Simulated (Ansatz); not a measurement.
# Run report: Al27N26, single-point calculation (part 2 of 2)

Al27N26 (defect cell, 53 atoms in the cell); DFT PBE, scalar-relativistic, plane waves, PAW, spin-polarised (Ansatz 0.2.0); cutoff 420 eV, 2×2×2 k-mesh, Gaussian smearing of 0.05 eV, collinear spins. The structure derives from a Materials Project entry.

**Log, continued**
```
--- Forces (eV/Å), atoms counted from 1 ---
  atom   1  Al     0.00006878    -0.00029448    -0.00055689
  atom   2  Al     0.00055997     0.00077629     0.00020386
  atom   3  Al     0.00036930    -0.00141654    -0.00137212
  atom   4  Al     0.00094135    -0.00243439    -0.00255041
  atom   5  Al    -0.02619011     0.02457227     0.01597756
  atom   6  Al     0.00093783     0.00002084    -0.00085780
  atom   7  Al     0.00056112    -0.00364374     0.00048300
  atom   8  Al     0.00119349    -0.00011565     0.00081908
  atom   9  Al     0.00561774    -0.00498480    -0.00414597
  atom  10  Al    -0.00143114     0.00188156    -0.00198733
  atom  11  Al     0.02289766    -0.02568987     0.02156355
  atom  12  Al    -0.00111680     0.00061888    -0.00068662
  atom  13  Al     0.02447226     0.02215761    -0.02020665
  atom  14  Al    -0.02574903    -0.02484553    -0.01890072
  atom  15  Al     0.00045500    -0.00069270    -0.00649477
  atom  16  Al     0.00034130     0.00098632     0.00022457
  atom  17  Al    -0.00112292    -0.00790423     0.00049726
  atom  18  Al     0.00700636    -0.00095104    -0.00046060
  atom  19  Al    -0.00205167     0.00159027    -0.00141456
  atom  20  Al    -0.00073443     0.00031633    -0.00022705
  atom  21  Al    -0.00505406     0.00549188    -0.00403973
  atom  22  Al     0.00088407     0.00112281     0.00153094
  atom  23  Al    -0.00716174    -0.00128803     0.00090438
  atom  24  Al    -0.00031333     0.00754887     0.00013205
  atom  25  Al    -0.00434358    -0.00417793     0.00423597
  atom  26  Al    -0.00013383    -0.00230654     0.00636102
  atom  27  Al     0.00518347     0.00504930     0.00459660
  atom  28  N      0.00691278     0.00589040     0.00132917
  atom  29  N     -0.00321811    -0.00414102     0.00267746
  atom  30  N      0.00730063     0.00152605     0.00636954
  atom  31  N     -0.00253239     0.00356139     0.00296360
  atom  32  N     -0.00096997    -0.00500196     0.00405234
  atom  33  N     -0.00701439     0.00094508    -0.00588444
  atom  34  N     -0.00132568     0.00842207    -0.00564301
  atom  35  N      0.00076219    -0.00045582    -0.00070141
  atom  36  N      0.00227021     0.00631499     0.00614745
  atom  37  N      0.00281642    -0.00251556     0.00323382
  atom  38  N     -0.00600042    -0.00181000     0.00620369
  atom  39  N      0.00287282     0.00312172    -0.00287962
  atom  40  N     -0.00264760    -0.00254003    -0.00331352
  atom  41  N     -0.00034120    -0.00068228     0.00043516
  atom  42  N     -0.00704107     0.00676916    -0.00107116
  atom  43  N      0.00007952     0.00053275    -0.00021389
  atom  44  N     -0.00023874    -0.00050101     0.00007062
  atom  45  N      0.00085738    -0.00648117    -0.00286540
  atom  46  N      0.00720656    -0.00108600    -0.00492523
  atom  47  N     -0.00096195     0.00130891    -0.00080597
  atom  48  N      0.00480923    -0.00529114     0.00002628
  atom  49  N      0.00033075    -0.00019724     0.00001814
  atom  50  N     -0.00044339     0.00044917     0.00051897
  atom  51  N     -0.00035776    -0.00061451     0.00053010
  atom  52  N     -0.00015125    -0.00040099    -0.00088395
  atom  53  N      0.00093995     0.00149087     0.00098457
  max |Σ_I F_I| component: 1.93e-6 eV/Å
--- Band table (eV; the first three rows and the last of 16) ---
  k-point 0 ↑: bands = ["-8.0937", "-6.7898", "-6.7887", "-6.7886", "-6.7702", "-6.7702", "-6.7697", "-6.7202", "-6.5487", "-6.3456", "-6.3449", "-6.3213", "-6.3212", "-6.3210", "-6.0406", "-5.6764", "-5.6763", "-5.6755", "-5.6055", "-5.6051", "-5.6049", "-5.5801", "-5.5800", "-5.5577", "-5.5576", "-5.5573", "1.3379", "2.2590", "2.2803", "2.2804", "2.2804", "2.3579", "2.3580", "2.3584", "2.4978", "2.4980", "2.5367", "2.5368", "2.5369", "2.5458", "2.5749", "2.5752", "2.5753", "2.6791", "2.6792", "2.6793", "2.7663", "2.9264", "2.9266", "3.0280", "3.0280", "3.0282", "3.1430", "3.1436", "3.1436", "3.1466", "3.1470", "3.1471", "3.1528", "3.1589", "3.1593", "3.6637", "3.6638", "3.6643", "5.3931", "5.3931", "5.3932", "5.4292", "5.4295", "5.4295", "5.4384", "5.4385", "5.4385", "5.5947", "5.5948", "5.5950", "5.6904", "5.7048", "5.7049", "5.7051", "5.7359", "5.7362", "5.7498", "5.7498", "5.7499", "6.0715", "6.0719", "6.0720", "6.4213", "6.4214", "6.4219", "6.4220", "6.4224", "6.4243", "6.4615", "6.4616", "6.4637", "6.4640", "6.4640", "6.4836", "6.4837", "6.4837", "6.7917", "6.7918", "6.7918", "10.9468", "10.9471", "10.9518", "11.2004", "11.6032", "11.6050", "11.8743", "11.8743", "11.8751", "11.9778", "12.8495", "12.8518", "12.8617", "12.8619", "12.8621", "12.8647", "12.8649", "12.8651", "12.9918", "13.3395"]
  k-point 1 ↑: bands = ["-7.7329", "-7.6776", "-6.8630", "-6.8627", "-6.8090", "-6.8086", "-6.7825", "-6.6557", "-6.2270", "-6.2265", "-6.2083", "-6.2082", "-6.2049", "-6.1188", "-5.9448", "-5.7083", "-5.7076", "-5.6752", "-5.6676", "-5.6674", "-5.6389", "-5.6141", "-5.5880", "-5.5878", "-5.5687", "-5.5685", "1.0288", "1.3749", "1.9260", "1.9263", "1.9690", "2.0178", "2.0179", "2.1824", "2.1850", "2.1851", "2.2267", "2.2554", "2.2555", "2.2565", "2.2980", "2.2983", "2.4312", "2.4314", "2.5671", "2.6509", "3.1532", "3.1534", "3.1730", "3.3259", "3.3262", "3.8579", "3.8781", "3.8783", "3.9195", "4.0793", "4.0795", "4.3079", "4.3080", "4.3088", "4.3684", "4.4854", "4.4858", "4.5939", "4.9724", "5.0029", "5.0030", "5.0270", "5.0278", "5.0319", "5.1118", "5.1428", "5.1731", "5.1733", "5.2077", "5.2078", "5.2928", "5.3439", "5.3532", "5.3534", "5.5590", "5.5594", "5.6048", "5.8357", "5.8461", "5.8464", "5.8991", "5.8993", "5.9286", "5.9600", "5.9601", "5.9703", "6.1387", "6.1389", "6.2934", "6.3055", "6.3057", "6.3183", "6.3394", "6.3397", "6.5969", "6.5970", "6.7079", "6.7080", "7.1264", "10.1727", "10.9704", "10.9741", "11.4573", "11.4590", "11.5330", "11.5334", "11.6275", "11.9220", "12.7294", "12.8201", "13.2577", "13.2588", "13.2904", "13.3708", "13.3709", "13.4107", "13.4296", "13.4304", "13.5681"]
  k-point 2 ↑: bands = ["-7.7328", "-7.6777", "-6.8629", "-6.8627", "-6.8091", "-6.8086", "-6.7826", "-6.6557", "-6.2270", "-6.2265", "-6.2083", "-6.2082", "-6.2049", "-6.1188", "-5.9449", "-5.7082", "-5.7075", "-5.6753", "-5.6675", "-5.6675", "-5.6393", "-5.6138", "-5.5879", "-5.5878", "-5.5687", "-5.5686", "1.0288", "1.3750", "1.9261", "1.9264", "1.9689", "2.0177", "2.0179", "2.1823", "2.1850", "2.1851", "2.2268", "2.2553", "2.2555", "2.2565", "2.2980", "2.2983", "2.4312", "2.4314", "2.5672", "2.6508", "3.1532", "3.1534", "3.1730", "3.3259", "3.3263", "3.8579", "3.8782", "3.8783", "3.9195", "4.0792", "4.0795", "4.3079", "4.3080", "4.3087", "4.3684", "4.4855", "4.4857", "4.5940", "4.9723", "5.0029", "5.0030", "5.0271", "5.0278", "5.0318", "5.1119", "5.1427", "5.1733", "5.1733", "5.2078", "5.2079", "5.2929", "5.3439", "5.3533", "5.3533", "5.5589", "5.5594", "5.6049", "5.8358", "5.8462", "5.8465", "5.8990", "5.8992", "5.9287", "5.9599", "5.9601", "5.9703", "6.1388", "6.1389", "6.2936", "6.3054", "6.3057", "6.3182", "6.3392", "6.3396", "6.5969", "6.5971", "6.7079", "6.7080", "7.1264", "10.1726", "10.9705", "10.9743", "11.4571", "11.4587", "11.5331", "11.5336", "11.6274", "11.9219", "12.7293", "12.8200", "13.2579", "13.2593", "13.2905", "13.3705", "13.3706", "13.4106", "13.4298", "13.4304", "13.5681"]
  k-point 7 ↓: bands = ["-7.7239", "-7.6667", "-6.8531", "-6.8527", "-6.8026", "-6.8023", "-6.7778", "-6.6474", "-6.2214", "-6.2209", "-6.2033", "-6.2032", "-6.1995", "-6.1156", "-5.9412", "-5.7029", "-5.7023", "-5.6706", "-5.6643", "-5.6642", "-5.6373", "-5.6118", "-5.5862", "-5.5860", "-5.5674", "-5.5672", "1.0555", "1.4574", "1.9471", "1.9474", "1.9930", "2.0403", "2.0403", "2.1990", "2.2080", "2.2081", "2.2429", "2.2690", "2.2692", "2.2704", "2.3118", "2.3119", "2.4628", "2.4632", "2.6019", "2.6832", "3.1707", "3.1711", "3.1871", "3.3506", "3.3509", "3.8683", "3.8883", "3.8883", "3.9253", "4.0899", "4.0902", "4.3223", "4.3228", "4.3228", "4.3828", "4.5039", "4.5041", "4.6291", "4.9861", "5.0097", "5.0098", "5.0363", "5.0369", "5.0386", "5.1178", "5.1531", "5.1859", "5.1860", "5.2190", "5.2192", "5.3005", "5.3489", "5.3584", "5.3586", "5.5684", "5.5690", "5.6128", "5.8448", "5.8525", "5.8527", "5.9025", "5.9026", "5.9339", "5.9649", "5.9652", "5.9752", "6.1427", "6.1430", "6.2966", "6.3086", "6.3088", "6.3205", "6.3415", "6.3419", "6.6002", "6.6003", "6.7102", "6.7102", "7.2340", "10.3824", "11.1774", "11.1792", "11.5917", "11.5927", "11.6081", "11.6087", "11.6778", "11.9952", "12.7741", "12.8905", "13.3544", "13.3548", "13.3552", "13.4257", "13.4260", "13.4611", "13.5068", "13.5075", "13.6355"]
--- Löwdin populations: 53 sites ---
  site symbol       q [e]    m [muB]
     0     Al      1.9311     0.0088
     1     Al      1.9323     0.0131
     2     Al      1.9323     0.0131
     3     Al      1.9323     0.0131
     4     Al      2.1423     0.0756
     5     Al      1.9323     0.0131
     6     Al      1.9323     0.0131
     7     Al      1.9323     0.0131
     8     Al      1.9308     0.0103
     9     Al      1.9323     0.0131
    10     Al      2.1420     0.0754
    11     Al      1.9323     0.0131
    12     Al      2.1423     0.0756
    13     Al      2.1422     0.0755
    14     Al      1.9376     0.0178
    15     Al      1.9323     0.0131
    16     Al      1.9377     0.0178
    17     Al      1.9376     0.0178
    18     Al      1.9323     0.0131
    19     Al      1.9323     0.0131
    20     Al      1.9308     0.0104
    21     Al      1.9323     0.0131
    22     Al      1.9376     0.0178
    23     Al      1.9376     0.0178
    24     Al      1.9308     0.0103
    25     Al      1.9376     0.0178
    26     Al      1.9308     0.0104
    27      N      6.0056     0.0046
    28      N      6.0056     0.0046
    29      N      6.0055     0.0045
    30      N      6.0143     0.0004
    31      N      6.0055     0.0046
    32      N      6.0055     0.0045
    33      N      6.0055     0.0045
    34      N      6.0145     0.0006
    35      N      6.0055     0.0045
    36      N      6.0143     0.0004
    37      N      6.0055     0.0045
    38      N      6.0143     0.0004
    39      N      6.0143     0.0004
    40      N      6.0166     0.0008
    41      N      6.0056     0.0045
    42      N      6.0166     0.0008
    43      N      6.0166     0.0008
    44      N      6.0055     0.0045
    45      N      6.0055     0.0045
    46      N      6.0145     0.0006
    47      N      6.0057     0.0046
    48      N      6.0166     0.0008
    49      N      6.0166     0.0008
    50      N      6.0145     0.0006
    51      N      6.0166     0.0008
    52      N      6.0145     0.0006
  spilling = 0.007972 (of n_electrons = 211.000000)
--- Band densities, each state counted as filled ---
  window                                       electrons  max residual (eV)  cut levels
  e_range: [-0.25, 0.25]             1.250000 + 0.875000             2.6e-4           0
  e_range: [-1.2, 0]                 0.875000 + 0.000000             4.2e-6           0
  e_range: [0, 1.2]                  3.625000 + 3.500000             3.0e-4           0
```

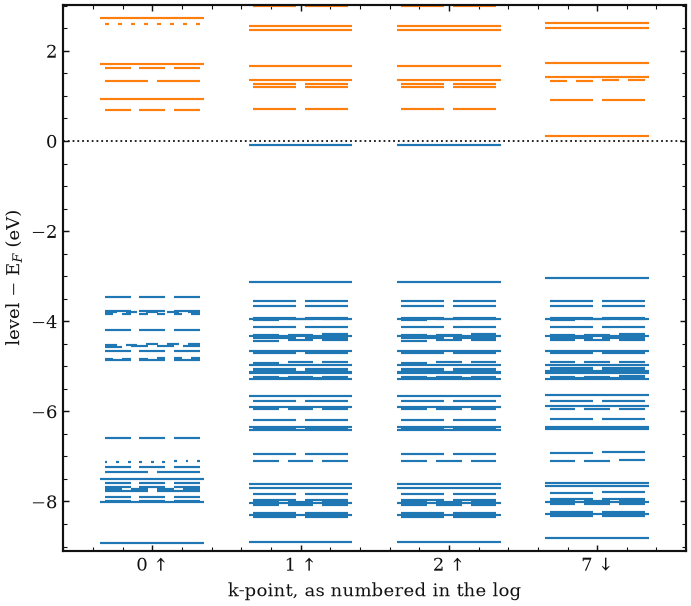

Figure 1. Kohn–Sham levels near the Fermi level (dotted) at the few k-points that the log prints; levels within 0.02 eV of each other stand side by side. The system is metallic on the full mesh.

**Key numbers**

| quantity | value |
| --- | --- |
| outcome | converged |
| electrons treated | 211 |
| free energy | −24564.0146 eV |
| Fermi energy | 10.264 eV |
| gap on the k-point mesh | none (metallic) |
| net moment of the cell | 0.75 μB |
| integrated absolute moment | 0.80 μB |
| largest force (length of the vector) | 0.041 eV/Å |
| wall time | 31 s (CPU time 2 min) |
| peak memory | 2.4 GiB |

**Remarks**

Notes on the run: the state was not tested for a lower one.
